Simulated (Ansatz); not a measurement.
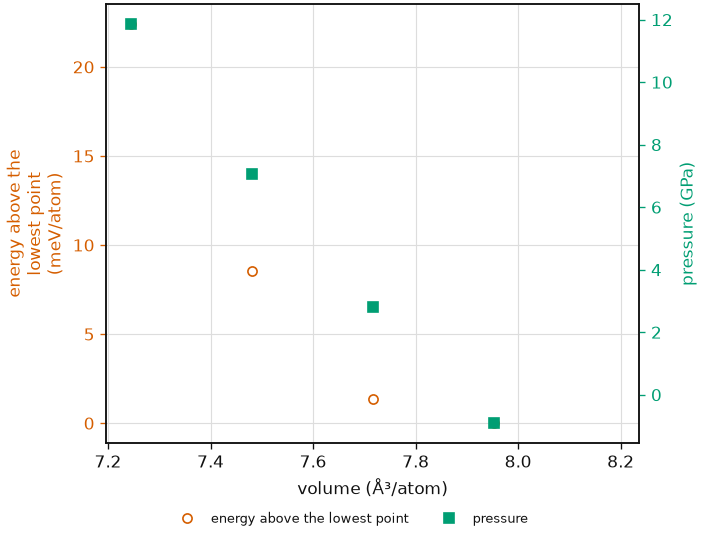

Plotted: energy above the lowest point and pressure against volume for Be, space group Fm-3m (No. 225) (one of a set of cubic test structures, which need not be the stable phase).

Calculation (Ansatz 0.2.0 development build): equation of state of a cubic crystal from periodic Kohn-Sham density functional theory without spin, third-order Birch-Murnaghan fit to the free energies; pressure corrected for the finite basis. Level: r2SCAN.

- structure type: fcc
- atoms in cell: 1
- space group number: 225
- lattice centring: face-centred primitive
- k mesh: 18×18×18
- occupation method: Fermi–Dirac
- occupation width: 0.1 eV
- wave cutoff: 500 eV
- datasets: soft-1 PAW
- density tolerance: 1e−07 eV
- bands: 5
- density cutoff ratio: 4
- search for lower states: default

The point at volume 8.1890 Å³/atom is left out of the plot. What does the calculation give there?

```
volume (Å³/atom)  energy above the lowest point (meV/atom)  pressure (GPa)
          8.1890                                       3.8            -4.2
```

Note: cubic model structure, not the ambient form; modest k-mesh, values are not fully converged in k.
